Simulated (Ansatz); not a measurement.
**Transmission past a defect: W wire along [110], 4 atoms a period, Ag in place of one W**

Wanted: the relaxed defect and the transmission past it, beside the channels of the perfect wire.

Calculated with Ansatz 0.2.0; DFT PBE, plane waves, PAW; relaxation of a wire's period, in the first sound run; inputs show where later runs differ.

## (1) The starting structure

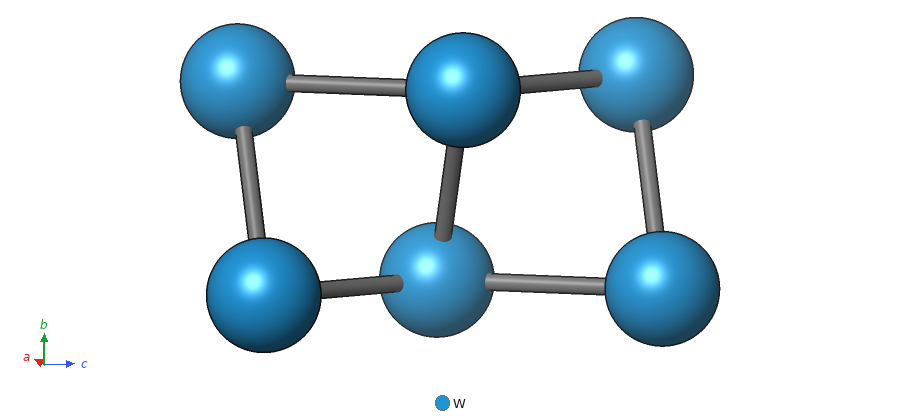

Start, viewed from the side, with the c axis across the page; tungsten blue. Some periodic images of atoms are drawn too.

The cell holds 4 atoms: 4 W. Its edges and angles: a = 8.385 Å, b = 9.042 Å, c = 4.483 Å, α = 90.0°, β = 90.0°, γ = 90.0°. Vacuum lies along a and b. The structure's axis is c.

## (2) Relaxing the period

Band widths follow the bond lengths, so the wire is relaxed first. The atoms and the third cell vector are free; the box across stays fixed as vacuum. A Fermi-Dirac smearing is set since the result may be a metal. The pressure printed is a third of the stress's trace over the whole box, vacuum included; only the stress along the axis is relaxed.

The input, input.yaml:

```yaml
crystal:
  lattice:
    - [8.385, 0.0, 0.0]
    - [0.0, 9.042, 0.0]
    - [0.0, 0.0, 4.4830569927]
  atoms:
    - { symbol: W, position: [0.405485987, 0.376023004, 0.0] }
    - { symbol: W, position: [0.594514013, 0.62392485, 0.0] }
    - { symbol: W, position: [0.405485987, 0.62392485, 0.5] }
    - { symbol: W, position: [0.594514013, 0.376023004, 0.5] }
kpoints:
  mp_grid: { grid: [1, 1, 18] }
scf:
  occupations: { method: fermi_dirac, width: 0.05 }
hamiltonian:
  xc: pbe
relax:
  cell: { fix: [a, b, alpha, beta, gamma] }
  max_steps: 60
```

On the command line:

```console
$ ansatz run input.yaml --threads 4 --pin off --max-ram 16384MiB --backend cpu --events-out ev --progress --plain --runs-dir out
```

Numbers of over 12 decimals in the logs are rounded to 6 here.

Log:

```text
Engine: ansatz 0.2.0, aarch64-unknown-linux-gnu
Pseudopotentials: kind: paw
Pseudopotential: W, paw, valence charge 14, recommended cutoff 420 eV (normal), W.paw.azcp
Functional definition: PBE
  parameter kappa = 0.804
  parameter beta = 0.066725
  exchange = pbe_x(kappa = kappa, mu = beta*pi^2/3)
  correlation = pbe_c(beta = beta)
Crystal: 4 atoms, lattice volume = 339.893 Å³
Basis set: ecut = 420 eV, 6625 PW (Γ), exchange–correlation on 120×128×60 points (8 copies of the dense FFT grid, shifted against one another)
Bands: 34, of which v1, the nominal top of the filled ones, is band 28 counted from 1 (27 counted from 0)
Symmetry: 8 space group operations
Space group: Pccm (ITA 49), of the structure as read, at distance tolerance 7.0e-5 Å
k-points: 10 of 18
Non-local potential: W, projectors of the file, l = 0: 3, l = 1: 2, l = 2: 2, l = 3: 1
PAW form: soft (Blöchl's): semilocal exchange-correlation on the pseudo side does not see the compensation charge
PAW one-centre angular grid: W, 590 points (default); XC on 64 Gauss nodes
Initial density: superposition of atomic densities (neutral atoms: chi_scale 0, normalization atom), corrected by the library's trained network
Initial wavefunctions: pseudopotential atomic-orbital guess
Functional: x = pbe(κ = 0.804, μ = 0.219515), c = pbe(β = 0.066725)
SCF iter   1: F=—  HF=-41523.280231 eV  |F-HF|=—  |Δ(HF+E_count)|=         —  Δρ=1.02e-2  dr2=2.18e-1  ethr=1.77e-3  ⟨swp⟩=6.3  Hψ=1350  notcnv=0
preconditioner: auto → LDOS  [metal: Δε(μ)=0.042 eV  Ē_g=2.590 eV  σ=0.050 eV  W_gap=0.20  n_scr=42 (ndim 8)  ℏωp=9.9 eV  f_vac=0.535  D(μ)=6.62/eV (n_scr^D=38)  β→1.0]
SCF iter   2: F=—  HF=-41523.286760 eV  |F-HF|=—  |Δ(HF+E_count)|=   6.53e-3  Δρ=2.47e-3  dr2=2.84e-2  ethr=3.89e-4  ⟨swp⟩=2.2  Hψ=602  notcnv=0
SCF iter   3: F=—  HF=-41523.288651 eV  |F-HF|=—  |Δ(HF+E_count)|=   1.89e-3  Δρ=1.46e-3  dr2=2.40e-2  ethr=5.07e-5  ⟨swp⟩=2.3  Hψ=619  notcnv=0
SCF iter   4: F=—  HF=-41523.285456 eV  |F-HF|=—  |Δ(HF+E_count)|=   3.20e-3  Δρ=2.74e-4  dr2=1.13e-3  ethr=4.28e-5  ⟨swp⟩=2.0  Hψ=513  notcnv=0
SCF iter   5: F=—  HF=-41523.285569 eV  |F-HF|=—  |Δ(HF+E_count)|=   1.12e-4  Δρ=1.31e-4  dr2=1.73e-4  ethr=2.02e-6  ⟨swp⟩=2.0  Hψ=464  notcnv=0
SCF iter   6: F=—  HF=-41523.285555 eV  |F-HF|=—  |Δ(HF+E_count)|=   1.33e-5  Δρ=4.24e-5  dr2=1.08e-5  ethr=3.08e-7  ⟨swp⟩=2.3  Hψ=596  notcnv=0
SCF iter   7: F=—  HF=-41523.285556 eV  |F-HF|=—  |Δ(HF+E_count)|=   8.81e-7  Δρ=1.86e-5  dr2=2.08e-6  ethr=1.93e-8  ⟨swp⟩=2.1  Hψ=585  notcnv=0
SCF iter   8: F=-41523.285557 eV  HF=-41523.285557 eV  |F-HF|=4.27e-8  |Δ(HF+E_count)|=   4.24e-7  Δρ=3.78e-6  dr2=6.56e-8  ethr=1.79e-10  ⟨swp⟩=3.7  Hψ=1493  notcnv=0
SCF 1 converged in 8 iterations: F = -41523.285557 eV  dr2 = 6.56e-8
  greatest PAW one-centre occupation: 1.000 electrons in one spin orbital (limit 2), on the W atom at site 3 (counted from 0), in its partial waves of l = 0
relax step   1: F+E_penalty+E_count = -41523.28555661 eV  Δ(F+E_penalty+E_count) = +0.000e0 eV  max|allowed force component| = 4.124e0 eV/Å  Δτ_max = 0.0000 Å  P = -8.190 GPa  Ω = 339.893 Å³  fix = [a, b, alpha, beta, gamma]  reactions: a -6.072, b -6.281 GPa  (8 SCF iters, dr2 threshold 1.00e-7 eV, accepted)
Crystal: 4 atoms, lattice volume = 332.242 Å³
Basis set: ecut = 420 eV, 6489 PW (Γ), exchange–correlation on 120×128×60 points (8 copies of the dense FFT grid, shifted against one another)
Initial density: handed on by an earlier stage of this run
Initial wavefunctions: those handed on with the density
SCF iter   1: F=—  HF=-41526.116903 eV  |F-HF|=—  |Δ(HF+E_count)|=         —  Δρ=1.88e-2  dr2=1.81e0  ethr=3.10e-3  ⟨swp⟩=10.3  Hψ=1740  notcnv=0
preconditioner: auto → LDOS  [metal: Δε(μ)=0.024 eV  Ē_g=3.466 eV  σ=0.050 eV  W_gap=0.12  n_scr=42 (ndim 8)  ℏωp=10.0 eV  f_vac=0.581  D(μ)=10.37/eV (n_scr^D=78)  β→1.0]
SCF iter   2: F=—  HF=-41526.055811 eV  |F-HF|=—  |Δ(HF+E_count)|=   6.11e-2  Δρ=1.22e-2  dr2=1.55e0  ethr=3.10e-3  ⟨swp⟩=4.5  Hψ=900  notcnv=0
SCF iter   3: F=—  HF=-41525.768689 eV  |F-HF|=—  |Δ(HF+E_count)|=   2.87e-1  Δρ=2.18e-3  dr2=3.31e-2  ethr=2.77e-3  ⟨swp⟩=3.1  Hψ=678  notcnv=0
SCF iter   4: F=—  HF=-41525.764935 eV  |F-HF|=—  |Δ(HF+E_count)|=   3.75e-3  Δρ=6.12e-4  dr2=2.43e-3  ethr=5.91e-5  ⟨swp⟩=2.4  Hψ=626  notcnv=0
SCF iter   5: F=—  HF=-41525.765757 eV  |F-HF|=—  |Δ(HF+E_count)|=   8.21e-4  Δρ=2.45e-4  dr2=4.69e-4  ethr=4.34e-6  ⟨swp⟩=2.0  Hψ=497  notcnv=0
SCF iter   6: F=—  HF=-41525.765819 eV  |F-HF|=—  |Δ(HF+E_count)|=   6.25e-5  Δρ=1.05e-4  dr2=7.82e-5  ethr=8.38e-7  ⟨swp⟩=2.1  Hψ=499  notcnv=0
SCF iter   7: F=—  HF=-41525.765818 eV  |F-HF|=—  |Δ(HF+E_count)|=   1.14e-6  Δρ=2.39e-5  dr2=2.79e-6  ethr=1.40e-7  ⟨swp⟩=2.1  Hψ=476  notcnv=0
SCF iter   8: F=-41525.765820 eV  HF=-41525.765820 eV  |F-HF|=1.90e-7  |Δ(HF+E_count)|=   1.74e-6  Δρ=6.20e-6  dr2=2.44e-7  ethr=7.14e-10  ⟨swp⟩=6.0  Hψ=1371  notcnv=0
SCF 2 converged in 8 iterations: F = -41525.765820 eV  dr2 = 2.44e-7
relax step   2: F+E_penalty+E_count = -41525.76581985 eV  Δ(F+E_penalty+E_count) = -2.480e0 eV  max|allowed force component| = 1.602e0 eV/Å  Δτ_max = 0.1950 Å  P = -0.526 GPa  Ω = 332.242 Å³  energy of the carried Pulay correction = +4.442e-4 eV  fix = [a, b, alpha, beta, gamma]  reactions: a +1.937, b -1.388 GPa  (8 SCF iters, dr2 threshold 4.00e-7 eV, accepted)
Crystal: 4 atoms, lattice volume = 315.669 Å³
Basis set: ecut = 420 eV, 6143 PW (Γ), exchange–correlation on 120×128×60 points (8 copies of the dense FFT grid, shifted against one another)
iter 1 solved again at ethr=9.52e-4 eV; its pass at ethr=3.10e-3 eV (dr2=5.33e-1 eV) is discarded
SCF iter   1: F=—  HF=-41526.607321 eV  |F-HF|=—  |Δ(HF+E_count)|=         —  Δρ=1.22e-2  dr2=5.43e-1  ethr=9.52e-4  ⟨swp⟩=1.0  Hψ=2170  notcnv=0
preconditioner: auto → LDOS  [metal: Δε(μ)=0.005 eV  Ē_g=3.563 eV  σ=0.050 eV  W_gap=0.02  n_scr=42 (ndim 8)  ℏωp=10.2 eV  f_vac=0.570  D(μ)=8.25/eV (n_scr^D=52)  β→1.0]
SCF iter   2: F=—  HF=-41526.599618 eV  |F-HF|=—  |Δ(HF+E_count)|=   7.70e-3  Δρ=6.76e-3  dr2=4.47e-1  ethr=9.52e-4  ⟨swp⟩=3.3  Hψ=762  notcnv=0
SCF iter   3: F=—  HF=-41526.523261 eV  |F-HF|=—  |Δ(HF+E_count)|=   7.64e-2  Δρ=1.66e-3  dr2=1.84e-2  ethr=7.99e-4  ⟨swp⟩=2.4  Hψ=589  notcnv=0
SCF iter   4: F=—  HF=-41526.520775 eV  |F-HF|=—  |Δ(HF+E_count)|=   2.49e-3  Δρ=3.62e-4  dr2=4.50e-4  ethr=3.29e-5  ⟨swp⟩=2.3  Hψ=568  notcnv=0
SCF iter   5: F=—  HF=-41526.520951 eV  |F-HF|=—  |Δ(HF+E_count)|=   1.76e-4  Δρ=1.00e-4  dr2=6.87e-5  ethr=8.03e-7  ⟨swp⟩=2.1  Hψ=533  notcnv=0
SCF iter   6: F=—  HF=-41526.520997 eV  |F-HF|=—  |Δ(HF+E_count)|=   4.58e-5  Δρ=4.02e-5  dr2=9.40e-6  ethr=1.23e-7  ⟨swp⟩=2.8  Hψ=644  notcnv=0
SCF iter   7: F=—  HF=-41526.520996 eV  |F-HF|=—  |Δ(HF+E_count)|=   1.02e-6  Δρ=1.19e-5  dr2=8.03e-7  ethr=1.68e-8  ⟨swp⟩=2.0  Hψ=576  notcnv=0
SCF iter   8: F=-41526.520997 eV  HF=-41526.520997 eV  |F-HF|=5.70e-8  |Δ(HF+E_count)|=   6.98e-7  Δρ=3.43e-6  dr2=6.12e-8  ethr=7.14e-10  ⟨swp⟩=5.2  Hψ=1235  notcnv=0
SCF 3 converged in 8 iterations: F = -41526.520997 eV  dr2 = 6.12e-8
relax step   3: F+E_penalty+E_count = -41526.52099676 eV  Δ(F+E_penalty+E_count) = -7.552e-1 eV  max|allowed force component| = 7.444e-1 eV/Å  Δτ_max = 0.1208 Å  P = +0.096 GPa  Ω = 315.669 Å³  energy of the carried Pulay correction = +1.467e-3 eV  fix = [a, b, alpha, beta, gamma]  reactions: a +1.273, b -0.801 GPa  (8 SCF iters, dr2 threshold 4.00e-7 eV, accepted)
[... from here on, the SCF cycles and remarks between the steps are left out ...]
relax step   4: F+E_penalty+E_count = -41526.71444831 eV  Δ(F+E_penalty+E_count) = -1.935e-1 eV  max|allowed force component| = 6.978e-1 eV/Å  Δτ_max = 0.1072 Å  P = +1.627 GPa  Ω = 307.327 Å³  energy of the carried Pulay correction = +2.017e-3 eV  fix = [a, b, alpha, beta, gamma]  reactions: a +1.386, b +0.510 GPa  (8 SCF iters, dr2 threshold 4.00e-7 eV, accepted)
relax step   5: F+E_penalty+E_count = -41526.80861278 eV  Δ(F+E_penalty+E_count) = -9.416e-2 eV  max|allowed force component| = 2.076e-1 eV/Å  Δτ_max = 0.0390 Å  P = +0.400 GPa  Ω = 312.189 Å³  energy of the carried Pulay correction = +1.694e-3 eV  fix = [a, b, alpha, beta, gamma]  reactions: a -0.195, b -0.010 GPa  (7 SCF iters, dr2 threshold 4.00e-7 eV, accepted)
relax step   6: F+E_penalty+E_count = -41526.86143143 eV  Δ(F+E_penalty+E_count) = -5.282e-2 eV  max|allowed force component| = 3.198e-1 eV/Å  Δτ_max = 0.0301 Å  P = +0.314 GPa  Ω = 323.040 Å³  energy of the carried Pulay correction = +1.002e-3 eV  fix = [a, b, alpha, beta, gamma]  reactions: a +0.152, b +0.662 GPa  (7 SCF iters, dr2 threshold 4.00e-7 eV, accepted)
relax step   7: F+E_penalty+E_count = -41526.85453507 eV  Δ(F+E_penalty+E_count) = +6.896e-3 eV  max|allowed force component| = 4.612e-1 eV/Å  Δτ_max = 0.0372 Å  P = -0.474 GPa  Ω = 324.753 Å³  energy of the carried Pulay correction = +8.958e-4 eV  fix = [a, b, alpha, beta, gamma]  (7 SCF iters, dr2 threshold 4.00e-7 eV, rejected (line search))
relax step   8: F+E_penalty+E_count = -41526.87189638 eV  Δ(F+E_penalty+E_count) = -1.046e-2 eV  max|allowed force component| = 1.720e-2 eV/Å  Δτ_max = 0.0186 Å  P = +0.138 GPa  Ω = 321.999 Å³  energy of the carried Pulay correction = +1.066e-3 eV  fix = [a, b, alpha, beta, gamma]  reactions: a +0.168, b +0.142 GPa  (9 SCF iters, accepted)
relax step   9: F+E_penalty+E_count = -41526.87206234 eV  Δ(F+E_penalty+E_count) = -1.660e-4 eV  max|allowed force component| = 1.131e-2 eV/Å  Δτ_max = 0.0016 Å  P = +0.084 GPa  Ω = 322.906 Å³  energy of the carried Pulay correction = +1.010e-3 eV  fix = [a, b, alpha, beta, gamma]  reactions: a +0.180, b +0.140 GPa  (6 SCF iters, dr2 threshold 2.80e-8 eV, accepted)
relax step  10: F+E_penalty+E_count = -41526.87212857 eV  Δ(F+E_penalty+E_count) = -6.623e-5 eV  max|allowed force component| = 1.162e-3 eV/Å  Δτ_max = 0.0002 Å  P = +0.117 GPa  Ω = 322.648 Å³  energy of the carried Pulay correction = +1.026e-3 eV  fix = [a, b, alpha, beta, gamma]  reactions: a +0.196, b +0.156 GPa  (5 SCF iters, dr2 threshold 1.13e-8 eV, accepted)
Initial wavefunctions: pseudopotential atomic-orbital guess (no wavefunctions were taken with the density)
iter 1 solved again at ethr=1.68e-7 eV; its pass at ethr=3.10e-3 eV (dr2=9.39e-5 eV) is discarded
SCF iter   1: F=—  HF=-41526.871032 eV  |F-HF|=—  |Δ(HF+E_count)|=         —  Δρ=6.70e-5  dr2=1.94e-6  ethr=1.68e-7  ⟨swp⟩=4.1  Hψ=2452  notcnv=0
preconditioner: auto → LDOS  [metal: Δε(μ)=0.071 eV  Ē_g=3.650 eV  σ=0.050 eV  W_gap=0.32  n_scr=42 (ndim 8)  ℏωp=10.1 eV  f_vac=0.568  D(μ)=4.08/eV (n_scr^D=14)  β→1.0]
SCF iter   2: F=—  HF=-41526.871018 eV  |F-HF|=—  |Δ(HF+E_count)|=   1.42e-5  Δρ=6.72e-6  dr2=6.37e-8  ethr=3.46e-9  ⟨swp⟩=2.3  Hψ=637  notcnv=0
SCF iter   3: F=—  HF=-41526.871018 eV  |F-HF|=—  |Δ(HF+E_count)|=   2.03e-8  Δρ=1.90e-6  dr2=1.59e-8  ethr=1.14e-10  ⟨swp⟩=2.3  Hψ=650  notcnv=0
SCF iter   4: F=—  HF=-41526.871018 eV  |F-HF|=—  |Δ(HF+E_count)|=   4.47e-9  Δρ=3.18e-7  dr2=4.64e-10  ethr=2.84e-11  ⟨swp⟩=3.0  Hψ=752  notcnv=0
SCF iter   5: F=—  HF=-41526.871018 eV  |F-HF|=—  |Δ(HF+E_count)|=  2.18e-11  Δρ=1.95e-7  dr2=4.65e-10  ethr=1.00e-12  ⟨swp⟩=6.1  Hψ=1461  notcnv=0
SCF iter   6: F=-41526.871018 eV  HF=-41526.871018 eV  |F-HF|=2.18e-11  |Δ(HF+E_count)|=  1.02e-10  Δρ=4.77e-8  dr2=1.73e-11  ethr=1.00e-12  ⟨swp⟩=4.0  Hψ=1445  notcnv=0
SCF 11 converged in 6 iterations: F = -41526.871018 eV  dr2 = 1.73e-11
relax step  11: F+E_penalty+E_count = -41526.87101822 eV  Δ(F+E_penalty+E_count) = +1.110e-3 eV  max|allowed force component| = 7.485e-4 eV/Å  Δτ_max = 0.0000 Å  P = +0.119 GPa  Ω = 322.648 Å³  fix = [a, b, alpha, beta, gamma]  reactions: a +0.199, b +0.159 GPa  stress off target by 2.03e-3 GPa on what of the cell is left free  SCF on the basis re-selected at this cell (its energy is not comparable with the rows above)  (6 SCF iters)
basis re-selected at this cell: Δ(F+E_penalty+E_count) = +1.110e-3 eV, ΔP = +0.002 GPa vs the last step (what re-selecting the basis moved, of the pressure what is left beyond the Pulay correction that the steps carried, after the strain that the cell walked since its last selection, with what the two solves' SCF thresholds leave and, on support functions, any second-order correction that the steps lacked; it is no m [...]
SCF converged after 6 iterations
Free energy (F): -41526.871018 eV
Harris-Foulkes:  -41526.871018 eV  (|F-HF|=2.18e-11)
Internal energy: -41526.836213 eV  (E = F + TS)
E sigma→0 (E₀):  -41526.853616 eV
Entropy (-TS):   -0.034805 eV (-8.701 meV/atom)
Fermi energy:    1.808005 eV
--- Per-component energies (eV) ---
  E_band       = -1481.308700
  E_kinetic    = 1786.474262
  E_local      = -14465.246764  (includes V_loc(G=0)·N_el)
  E_nonlocal   = 18.816751
  E_hartree    = 6308.970606
  E_xc         = -1054.257214
  E_vxc        = -937.166133  (∫ρ·V_xc dr)
  E_paw        = -34252.860655  (= ΣΔE_a)
  E_vpaw       = -502.127278  (= ΣTr[D̂ρ^β])
  E_aug_tail   = -0.000239  (compensation charges beyond the density's cutoff)
  E_ewald      = 131.267039
  E_smearing   = -0.034805  (= −TS)
  E_closure    = -0.000000  (closes the sum)
  Σ components = -41526.871018   (vs F -41526.871018, Δ=0.00e0)
--- Forces (eV/Å), atoms counted from 1 ---
  atom   1  W      0.00018940     0.00074848     0.00000000
  atom   2  W     -0.00018940    -0.00074848     0.00000000
  atom   3  W      0.00018940    -0.00074848     0.00000000
  atom   4  W     -0.00018940     0.00074848     0.00000000
  max |Σ_I F_I| component: 1.08e-19 eV/Å
--- Stress (GPa, compression-positive) ---
        0.198937       0.000000       0.000000
        0.000000       0.158876       0.000000
        0.000000       0.000000      -0.002031
  P = ⅓ Tr σ = 0.1186 GPa (1.186 kbar)
--- Relaxed structure (10 steps of the walk, 9 accepted, 1 SCFs on fresh bases) ---
  F+E_penalty+E_count = -41526.87101822 eV   max|allowed force component| = 7.485e-4 eV/Å   (the final SCF, on the basis selected at the relaxed cell)
  cell:  # Å, volume = 322.6482 Å³
    - [8.385, 0.0, 0.0]
    - [0.0, 9.042, 0.0]
    - [0.0, 0.0, 4.255608]
  atoms:
    - { symbol: W, position: [0.403011, 0.409897, 0.0] }
    - { symbol: W, position: [0.596989, 0.590051, 0.0] }
    - { symbol: W, position: [0.403011, 0.590051, 0.500000] }
    - { symbol: W, position: [0.596989, 0.409897, 0.500000] }
```

Elapsed: 20 s, on 4 threads of Arm Neoverse V1, shared host; peak memory 0.65 GiB.

Relaxation path:

| step | energy less that of the first step (eV) | largest force component (eV/Å) | pressure (GPa) | volume (Å³) |
| --- | --- | --- | --- | --- |
| 1 | 0.0000 | 4.1240 | -8.19 | 339.89 |
| 2 | -2.4803 | 1.6020 | -0.53 | 332.24 |
| 3 | -3.2354 | 0.7444 | 0.10 | 315.67 |
| 4 | -3.4289 | 0.6978 | 1.63 | 307.33 |
| 5 | -3.5231 | 0.2076 | 0.40 | 312.19 |
| 6 | -3.5759 | 0.3198 | 0.31 | 323.04 |
| 7 | -3.5690 | 0.4612 | -0.47 | 324.75 |
| 8 | -3.5863 | 0.0172 | 0.14 | 322.00 |
| 9 | -3.5865 | 0.0113 | 0.08 | 322.91 |
| 10 | -3.5866 | 0.0012 | 0.12 | 322.65 |
| 11* | -3.5855 | 0.0007 | 0.12 | 322.65 |

Relaxation steps marked * repeat the geometry before them on a plane-wave basis chosen anew for their cell, so energy and pressure can jump there. Relaxation step 7 was tried and not accepted.

The run keeps the 8 symmetry operations that it works with, so distortions that break them were not tested.

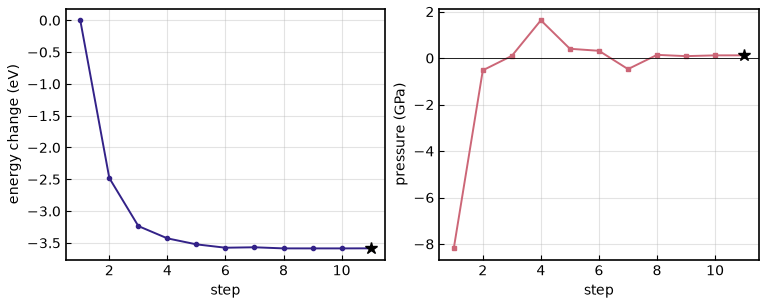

Energy and pressure along the relaxation. Stars mark steps on a basis chosen anew.

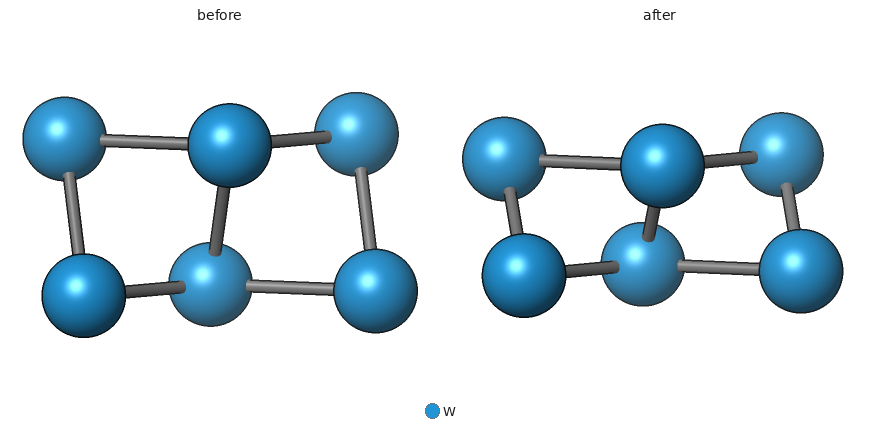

Before and after, at one scale.

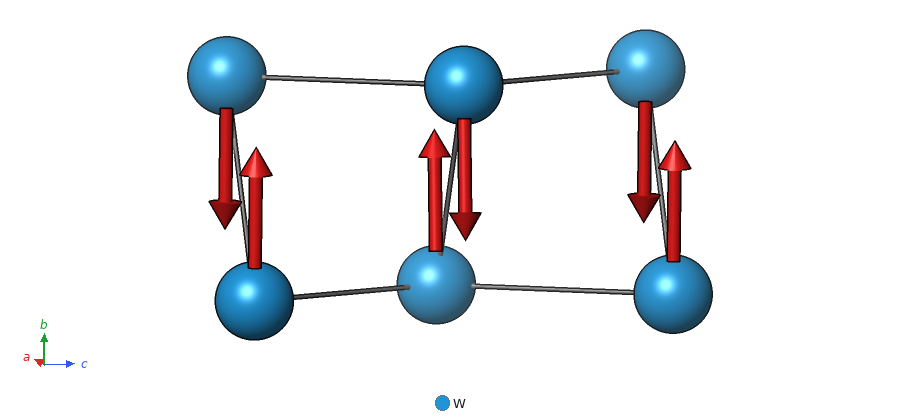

Displacements in the relaxation, exaggerated, measured against the changing cell; the longest in the cell stands for 0.31 Å. Some periodic images of atoms are drawn too.

| cell as run | before | after | change |
| --- | --- | --- | --- |
| c (Å) | 4.483 | 4.256 | -5.1 % |

The atoms that moved most (Å, along periodic axes as changes of fractional coordinates times the final cell, across vacuum about the mean position):

| atom | dx | dy | dz | length |
| --- | --- | --- | --- | --- |
| W1 | -0.021 | 0.306 | 0.000 | 0.307 |
| W2 | 0.021 | -0.306 | 0.000 | 0.307 |
| W3 | -0.021 | -0.306 | 0.000 | 0.307 |
| W4 | 0.021 | 0.306 | 0.000 | 0.307 |

The relaxed structure:

```xyz
4
Lattice="8.3850 0.0000 0.0000 0.0000 9.0420 0.0000 0.0000 0.0000 4.2556" Properties=species:S:1:pos:R:3
W     3.3792    3.7063    0.0000
W     5.0058    5.3352    0.0000
W     3.3792    5.3352    2.1278
W     5.0058    3.7063    2.1278
```

This step gave:

```yaml
energy_at_zero_smearing: -41526.8536 eV
cell_length_along_the_wire: 4.256 Å
```

The cell's length comes to 4.256 Å with spin left out.

(Part 1 of 4 ends here.)

[Logs are printed without paths, hosts, clocks, repeated set-up lines and the standing remarks that a program may print on its own settings, such as how far it seeks lower states.]

[Hosts, paths, dates, database ids (printed as entryN), source tags and the programs' standing remarks are cut or masked in the printed files.]
